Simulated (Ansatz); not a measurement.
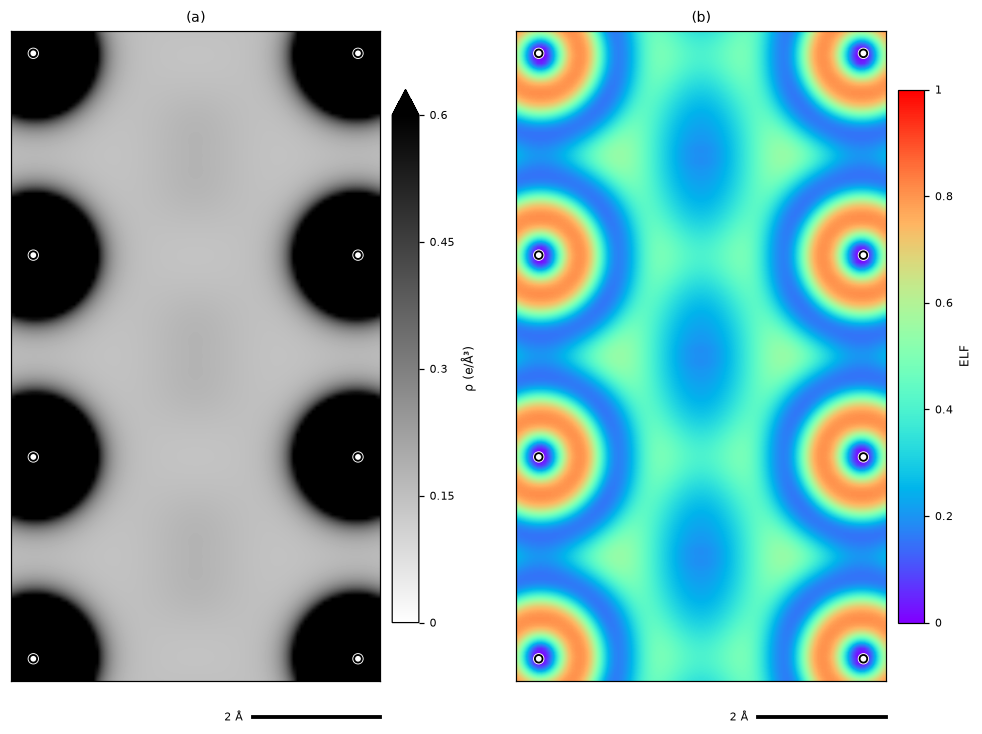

The picture shows: Zr. (a) valence charge density (pseudo); (b) ELF on the (100) plane of the conventional cell. Circles mark the nuclei in the plane (Zr).

Space group R-3m; changed on purpose from its base cell (equal xy, yz and zx shear strains of +1 %, PAW files); computed pressure about −10 GPa in this cell.

These are results of Ansatz, DFT, LDA, PAW with Ansatz's default frozen-core files, scalar-relativistic, not measurements.

The density is the valence pseudo-density of a PAW calculation; it isn't the true density close to the nuclei.

```cif
data_structure
_symmetry_space_group_name_H-M 'P 1'
_symmetry_Int_Tables_number 1
_cell_length_a 5.0939
_cell_length_b 5.0939
_cell_length_c 3.1664
_cell_angle_alpha 90.000
_cell_angle_beta 90.000
_cell_angle_gamma 120.000
_cell_volume 71.15
loop_
_atom_site_label
_atom_site_type_symbol
_atom_site_fract_x
_atom_site_fract_y
_atom_site_fract_z
_atom_site_occupancy
Zr1 Zr 0.00000 0.00000 0.00000 1
Zr2 Zr 0.66667 0.33333 0.33333 1
Zr3 Zr 0.33333 0.66667 0.66667 1
```

Question: What do the fields say about this system?

Answer:
- The section cuts through Zr sites.
- Zr–Zr (3.17 Å): ρ is about 0.17 e/Å³ halfway; the ELF is about 0.20 at the midpoint; no localised pair shows between them.
- Between the atoms the lowest density in this plane is 0.14 e/Å³.
- The features right at Zr lie inside the PAW spheres, where the map follows smoothed inner orbitals and isn't to be read closely.

Question: Does the calculation give a band gap?

Answer: It is metallic or semimetallic at this level of theory: no gap opens.
